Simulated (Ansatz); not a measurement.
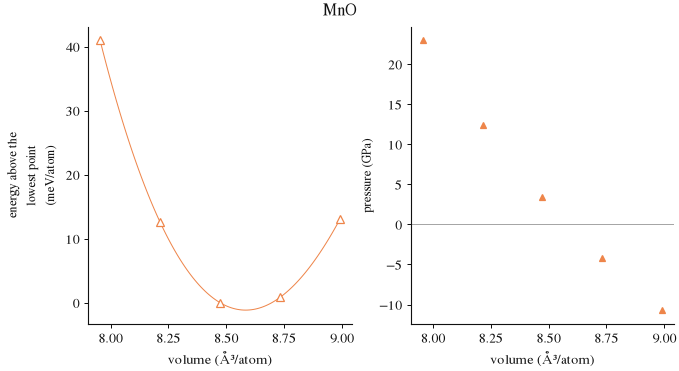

Caption: Energy above the lowest point and pressure against volume for MnO, space group Fm-3m (No. 225) (one of a set of cubic test structures, which need not be the stable phase).

A third-order Birch–Murnaghan fit gives V0 = 8.58 Å³/atom, B0 = 255 GPa and B′ = 4.4. The energy above the lowest point is 41.0 meV/atom at volume 7.9546 Å³/atom and 13.0 meV/atom at 8.9922 Å³/atom; the lowest computed point is at volume 8.4734 Å³/atom (0.0 meV/atom). The pressure falls from 23.0 GPa at volume 7.9546 Å³/atom to −10.7 GPa at 8.9922 Å³/atom, and changes sign near 8.59 Å³/atom.

How it was computed, with Ansatz 0.2.0 development build: equation of state of a cubic crystal from periodic Kohn-Sham density functional theory without spin, third-order Birch-Murnaghan fit to the free energies; pressure corrected for the finite basis. Level: r2SCAN.

- structure type: rock salt
- atoms in cell: 2
- space group number: 225
- lattice centring: face-centred primitive
- k mesh: 14×14×14
- occupation method: Fermi–Dirac
- occupation width: 0.1 eV
- wave cutoff: 700 eV
- datasets: hard PAW
- density tolerance: 1e−09 eV
- bands: 15
- density cutoff ratio: 4
- search for lower states: default
- xc grid level: 2

Note: known magnet treated without spin, far from its ground state; modest k-mesh, values are not fully converged in k; pseudopotentials made with PBE, not this functional.
